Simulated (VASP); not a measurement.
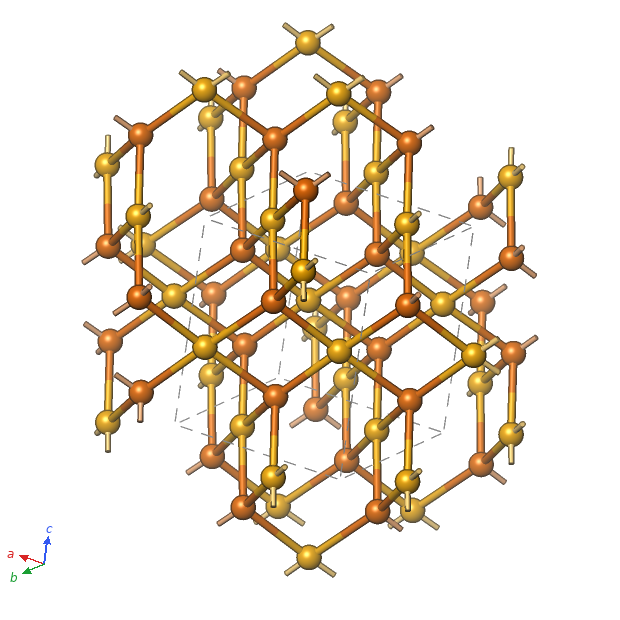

The picture shows a finite piece of the underlying net of a crystal structure, nodes on the atoms' positions. Nodes are coloured by topological kind. Edges to nodes outside the piece are drawn as stubs.

Q: Describe the net.

A: A binodal (4,4)-connected, three-periodic net. It is the pts net, known from cooperite, PtS.

Q: Give point symbol and coordination sequence of each kind of node.

A: 4-connected node: 4^2.8^4, sequence 4, 10, 24, 42; 4-connected node: 4^2.8^4, sequence 4, 10, 24, 42.

The net was derived as follows. CuO (space group Cc, No. 9): an entry of the Crystallography Open Database, as set up for an electronic-structure calculation. Bonds are taken as Cu–O below 2.3 Å; no other contact counts. The graph is simplified in the usual way: terminal and isolated atoms are pruned, two-connected atoms become edges. O is a 4-connected node; Cu is a 4-connected node, in the ratio 1:1.
